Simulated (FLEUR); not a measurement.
# CuI: 5 runs along one coordinate

System: CuI (F-43m, 2 atoms in the cell).
Method: Kohn-Sham DFT of a periodic cell, PBEsol, all-electron, no spin polarisation (FLEUR MaX-R8.1 (later development tree)).

The 5 runs differ only in the geometry, by an even scaling of the cell at fixed fractional positions. The structure derives from an entry of the Crystallography Open Database.

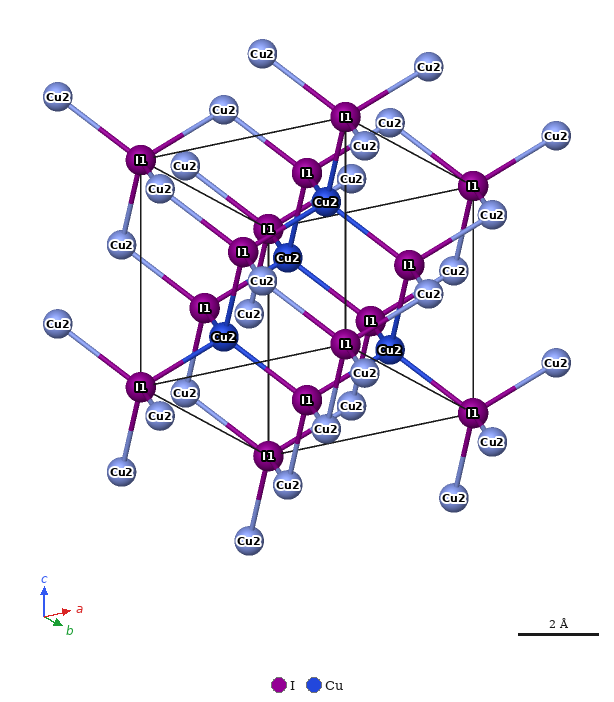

Figure 1. The structure of run 3 (ball-and-stick view of the cell 4 times as large as that of the calculation, set on its symmetry axes, seen at an oblique angle; neighbours outside the cell are drawn fainter; atoms are numbered from 1 in the order of the input).

### Input of run 3
```
<?xml version="1.0" encoding="UTF-8" standalone="no"?>
<fleurInput fleurInputVersion="0.39">
   <comment>
      CuI                                                                                                 
   </comment>
   <calculationSetup>
      <cutoffs Kmax="4.54" Gmax="14.1" GmaxXC="14.1" numbands="0"/>
      <scfLoop itmax="60" minDistance="0.00001" maxIterBroyd="15" imix="Anderson" alpha="0.05" precondParam="0.0" spinf="2.0" sdNocoIR="T"/>
      <coreElectrons ctail="T" frcor="F" kcrel="0" coretail_lmax="0"/>
      <xcFunctional name="PBEs" relativisticCorrections="F"/>
      <magnetism jspins="1"/>
      <soc l_soc="F" theta="0.0" phi="0.0" spav="F"/>
      <expertModes spex="0" secvar="F"/>
      <geometryOptimization l_f="F" forcealpha="1.0" forcemix="BFGS" epsdisp="0.00001" epsforce="0.00001"/>
      <ldaU l_linMix="F" mixParam="0.05" spinf="1.0"/>
   </calculationSetup>
   <cell>
      <bzIntegration valenceElectrons="42.0" mode="hist" fermiSmearingEnergy="0.00183747">
         <kPointListSelection listName="default-1"/>
         <!-- k-points included here -->
         <xi:include xmlns:xi="http://www.w3.org/2001/XInclude" href="kpts.xml"> </xi:include>
      </bzIntegration>
      <!-- symmetry operations included here -->
      <xi:include xmlns:xi="http://www.w3.org/2001/XInclude" href="sym.xml"> </xi:include>
      <bulkLattice scale="1.0000000000">
         <bravaisMatrix>
            <row-1>    0.0000000000000000     5.7287047467248993     5.7287047467248993</row-1>
            <row-2>    5.7287047467248993     0.0000000000000000     5.7287047467248993</row-2>
            <row-3>    5.7287047467248993     5.7287047467248993     0.0000000000000000</row-3>
         </bravaisMatrix>
      </bulkLattice>
   </cell>
   <atomSpecies>
      <species name="Iodine (I)" element="I" atomicNumber="53">
         <mtSphere radius="2.29" gridPoints="781" logIncrement="0.017"/>
         <atomicCutoffs lmax="9" lnonsphr="7"/>
         <electronConfig flipSpins="F">
            <coreConfig>(1s1/2) (2s1/2) (2p1/2) (2p3/2) (3s1/2) (3p1/2) (3p3/2) (4s1/2) (3d3/2) (3d5/2)</coreConfig>
            <valenceConfig>(4p1/2) (4p3/2) (5s1/2) (4d3/2) (4d5/2) (5p1/2) (5p3/2)</valenceConfig>
            <stateOccupation state="(5p1/2)" spinUp="0.833333" spinDown="0.833333"/>
            <stateOccupation state="(5p3/2)" spinUp="1.666667" spinDown="1.666667"/>
         </electronConfig>
         <energyParameters s="5" p="5" d="5" f="4"/>
         <lo type="SCLO" l="1" n="4" eDeriv="0"/>
         <lo type="SCLO" l="1" n="4" eDeriv="1"/>
         <lo type="SCLO" l="2" n="4" eDeriv="0"/>
         <lo type="SCLO" l="2" n="4" eDeriv="1"/>
         <lo type="SCLO" l="0" n="5" eDeriv="2"/>
         <lo type="SCLO" l="3" n="4" eDeriv="2"/>
      </species>
      <species name="Copper (Cu)" element="Cu" atomicNumber="29">
         <mtSphere radius="2.16" gridPoints="737" logIncrement="0.017"/>
         <atomicCutoffs lmax="9" lnonsphr="7"/>
         <electronConfig flipSpins="F">
            <coreConfig>(1s1/2) (2s1/2) (2p1/2) (2p3/2)</coreConfig>
            <valenceConfig>(3s1/2) (3p1/2) (3p3/2) (4s1/2) (3d3/2) (3d5/2)</valenceConfig>
            <stateOccupation state="(4s1/2)" spinUp="0.500000" spinDown="0.500000"/>
         </electronConfig>
         <energyParameters s="4" p="4" d="3" f="4"/>
         <lo type="SCLO" l="0" n="3" eDeriv="0"/>
         <lo type="SCLO" l="1" n="3" eDeriv="0"/>
         <lo type="SCLO" l="1" n="3" eDeriv="1"/>
         <lo type="SCLO" l="2" n="3" eDeriv="2"/>
         <lo type="SCLO" l="3" n="4" eDeriv="2"/>
      </species>
   </atomSpecies>
   <atomGroups>
      <atomGroup species="Iodine (I)">
         <relPos label="                   1">.0000000000 .0000000000 .0000000000</relPos>
         <force calculate="T" relaxXYZ="TTT"/>
      </atomGroup>
      <atomGroup species="Copper (Cu)">
         <relPos label="                   2">-1.000/4.000 -1.000/4.000 -1.000/4.000</relPos>
         <force calculate="T" relaxXYZ="TTT"/>
      </atomGroup>
   </atomGroups>
   <output dos="F" band="F" slice="F">
      <checks vchk="F" cdinf="F"/>
      <bandDOS minEnergy="-.5*Htr" maxEnergy="0.5*Htr" sigma="0.015" storeEVData="T"/>
      <vacuumDOS vacdos="F" integ="F" star="F" nstars="0" locx1="0.0" locy1="0.0" locx2="0.0" locy2="0.0" nstm="0" tworkf="0.0"/>
      <unfoldingBand unfoldBand="F" supercellX="1" supercellY="1" supercellZ="1"/>
      <plotting iplot="0" polar="F">
         <plot TwoD="T" vec1="  1.0  0.0  0.0" vec2="  0.0  1.0  0.0" vec3="  0.0  0.0  1.0" zero="  0.0  0.0  0.0" file="plot"/>
      </plotting>
      <chargeDensitySlicing numkpt="0" minEigenval="0.0" maxEigenval="0.0" nnne="0" pallst="F"/>
      <specialOutput eonly="F"/>
      <moessbauerParams electricFieldGradient="T" isomerShift="T" coreHyperfine="T" valenceHyperfine="T"/>
      <magneticCircularDichroism mcd="F" energyLo="-10.0" energyUp="0.0"/>
   </output>
  <!-- We include the file relax.xml here to enable relaxations (see documentation) -->
  <xi:include xmlns:xi="http://www.w3.org/2001/XInclude" href="relax.xml"> <xi:fallback/> </xi:include>
</fleurInput>
```

Command:
```bash
inpgen -f crystal.txt -profile fastHighL; fleur_MPI
```

Lattice vectors (Å) and fractional positions of run 3:
```
   0.000000    3.031500    3.031500
   3.031500    0.000000    3.031500
   3.031500    3.031500    0.000000
I   0.000000  0.000000  0.000000
Cu  0.750000  0.750000  0.750000
```

Run 4 has the same physical settings and fractional positions; its lattice vectors (Å) are:
```
   0.000000    3.071393    3.071393
   3.071393    0.000000    3.071393
   3.071393    3.071393    0.000000
```

### Results, with one run withheld

```csv
run,volume per atom (Å³),"free energy per atom, from the lowest run given (meV)",gap on the mesh (eV)
1,26.188,0.00,1.17
2,26.745,1.65,1.11
3,27.859,14.31,1.00
4,28.974,?,?
5,29.531,50.90,0.87
```

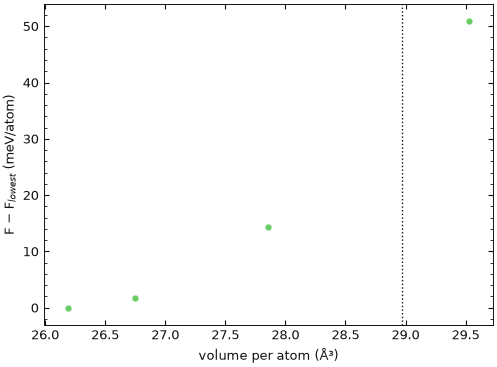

Figure 2. Free energy per atom of the runs given; the dotted line marks run 4.

What should run 4 give?

A quadratic polynomial in V^(−2/3) (the Birch–Murnaghan form), fitted to the 4 runs given, misses them by at most 0.11 meV per atom. With x = V^(−2/3) − 0.10967 Å⁻², it reads F = 9.4856 − 5004.4 x + 6.5544e+05 x² (meV per atom). At run 4 it gives 36.63 meV per atom, and the run itself gives 36.69. The fit has no minimum inside this range. The gap on the mesh goes, without turning, from 1.17 eV in run 1 to 0.87 eV in run 5; run 4 has 0.91 eV. These are gaps of this functional on this mesh, which can miss the band edges; they aren't the measured gap.

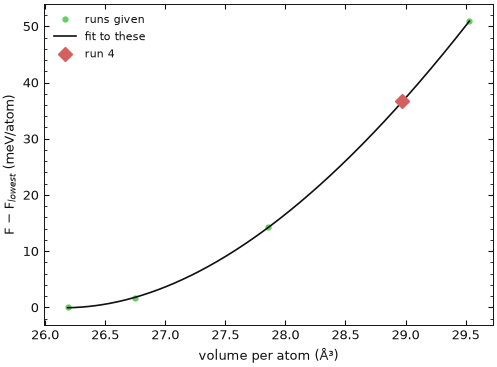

Figure 3. The fit and the withheld run.

### Output (run 4)
```
Welcome to FLEUR        (www.flapw.de)
      MaX-Release 8.1          (www.max-centre.eu)

 ========== k-point set info ==========
 Selected k-point list: default-1
 k-point list type: mesh
 8 x 8 x 8
 Number of k points: 29

 ------------Calculation Setup---------------------------
 Number of MPI-tasks      :            1
 Number of PE/node        :            1
 Number of OMP-threads    :            1
 Most efficient MPI parallelization for:
           1          29
 Additional eigenvalue parallelization possible
 Number of basis functions:          720
 Approximate size of matrices (H+S) per k-point:         0.015 GB
 --------------------------------------------------------

 Iteration:     1   Distance:       9.73109880 me/bohr^3

 Iteration:     2   Distance:       7.23019723 me/bohr^3

 Iteration:     3   Distance:       4.03071615 me/bohr^3

 Iteration:     4   Distance:       4.90302773 me/bohr^3

 Iteration:     5   Distance:       0.96378624 me/bohr^3

 Iteration:     6   Distance:       0.41152389 me/bohr^3

 Iteration:     7   Distance:       0.27217966 me/bohr^3

 Iteration:     8   Distance:       0.04484375 me/bohr^3

 Iteration:     9   Distance:       0.08046809 me/bohr^3

 Iteration:    10   Distance:       0.01454558 me/bohr^3

 Iteration:    11   Distance:       0.00083045 me/bohr^3

 Iteration:    12   Distance:       0.00210748 me/bohr^3

 Iteration:    13   Distance:       0.00031736 me/bohr^3

 Iteration:    14   Distance:       0.00002488 me/bohr^3

 Iteration:    15   Distance:       0.00003144 me/bohr^3

 Iteration:    16   Distance:       0.00002258 me/bohr^3

 Iteration:    17   Distance:       0.00000994 me/bohr^3

 ********************************************************************
 Run finished successfully
 Stop message:
   all done
 ********************************************************************
```
